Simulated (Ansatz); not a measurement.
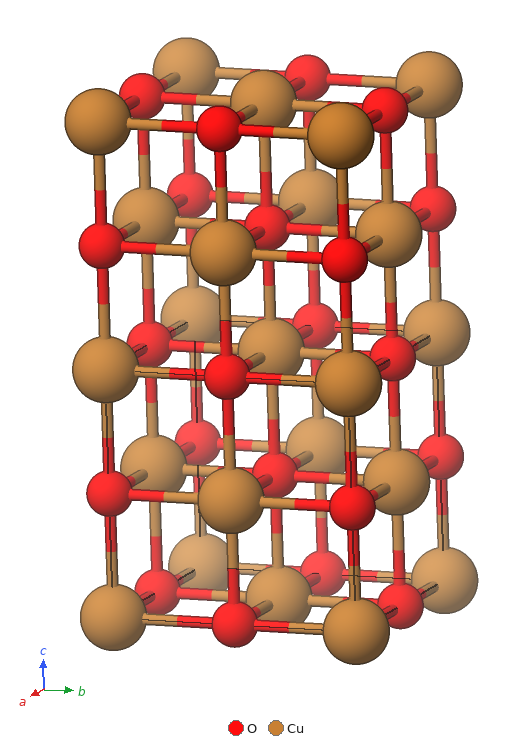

We look at a ball-and-stick model of the crystal slightly off an axis. Solid lines give the drawn cell (a repeat of the simulation cell), repeated here 1×1×2 times.

What is this?

- It has the composition CuO.
- Strictly the space group is P-1 (No. 2, within 0.01 Å). It is a distorted form of a face-centred cubic structure, space group Fm-3m (No. 225) within 0.45 Å: rock salt (NaCl type).
- Content of the cell: 4 Cu, 4 O (Z = 4).
- Each O has six Cu in an octahedral arrangement. Cu is coordinated by six O in an octahedral arrangement.
- The bonds build a three-dimensional framework.

Provenance: a structure listed in the Materials Project. Earlier steps of the study may have refined or changed the cell and positions. It went into a calculation with Ansatz.
